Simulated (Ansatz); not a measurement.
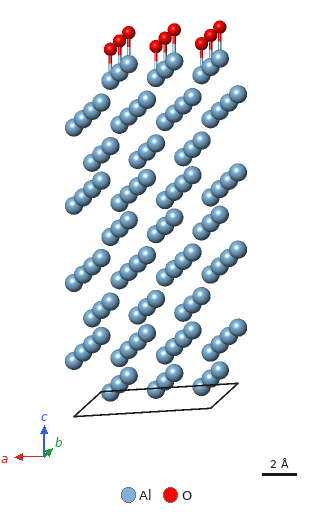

A slab of composition Al$_{9}$O (cut from the P6_3/mmc phase), before the constrained relaxation. The picture is a ball-and-stick view of the 3 × 3 repeat of the cell, outlined in the plane, without the vacuum, seen from a free direction.

Case: O put at a top Al site. The slab is the (0 0 1) face of Al with O on it. 4 atoms are held fixed.

All numbers below come from DFT PBEsol, scalar-relativistic, plane waves, PAW in Ansatz 0.2.0.

Input
```yaml
crystal:
  lattice:
    - [2.8362844918, 0.0, 0.0]
    - [-1.4181422459, 2.4562944222, 0.0]
    - [0.0, 0.0, 37.6442989108]
  atoms:
    - { symbol: Al, position: [0.3333333333, 0.6666666667, 0.2257978033] }
    - { symbol: Al, position: [0.0, 0.0, 0.2877072406] }
    - { symbol: Al, position: [0.6666666667, 0.3333333333, 0.3496166779] }
    - { symbol: Al, position: [0.0, 0.0, 0.4115261153] }
    - { symbol: Al, position: [0.3333333333, 0.6666666667, 0.4729161237] }
    - { symbol: Al, position: [0.0, 0.0, 0.5342805556] }
    - { symbol: Al, position: [0.6666666667, 0.3333333333, 0.5966221375] }
    - { symbol: Al, position: [0.0, 0.0, 0.6583877038] }
    - { symbol: Al, position: [0.3333333333, 0.6666666667, 0.7209215701] }
    - { symbol: O, position: [0.3333333333, 0.6666666667, 0.7708627312] }
basis:
  ecutwfc: 420
kpoints:
  mp_grid: { grid: [12, 12, 1] }
hamiltonian:
  xc: pbesol
scf:
  occupations: { method: gaussian, width: 0.1 }
output:
  forces: true
  eigenvalues: true
  write_density: true
  write_potential: true
  elf: true
  volumetric_format: npy
relax:
  adjacent_minimum: "off"
  f_tol: 0.03
  max_steps: 70
  constraints: [{ sites: [0, 1, 2, 3] }]
efield:
  axis: 3
  dipole_correction: true
  ramp_width: 0.04
```

Run as
```bash
ansatz run input.yaml --threads 1 --pin off --max-ram 2560MiB --backend cpu --events-out ev --progress --plain --runs-dir out
```

What does the optimiser find from here?

Answer. The energy falls by 0.382 eV per cell of the calculation in 4 accepted moves (5 points after the start). Largest force component: 3 eV/Å at the start, 0.019 eV/Å at the end. 1 step only repeated the SCF at the same geometry. O10 moves most: 0.28 Å along the normal (−c). Largest moves by element: O 0.28 Å, Al 0.08 Å. The lattice vectors keep their values. Among the contacts that change: Al9–O10 1.880 → 1.677 Å.

Step by step:

| step | E − E(0), meV/atom | largest force component, eV/Å | note |
| --- | --- | --- | --- |
| 0 | 0.00 | 2.9625 |  |
| 1 | -24.65 | 2.1817 |  |
| 2 | -26.53 | 2.9479 |  |
| 3 | -38.12 | 0.1514 |  |
| 4 | -38.17 | 0.0193 |  |
| 5 | -38.17 | 0.0192 | same geometry, SCF repeated |

After the run, drawn alike:

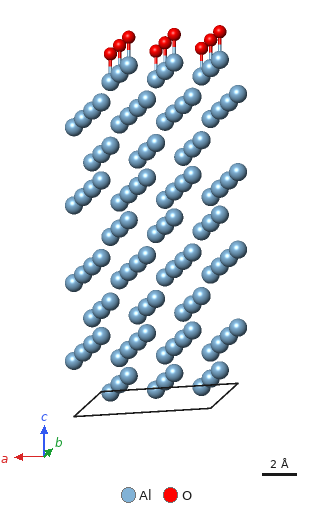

Limits of the set-up: the cell has an odd number of electrons but was run without spin polarisation; the periodic images lie only 2.8 Å apart, so the values are limited by the cell's size.
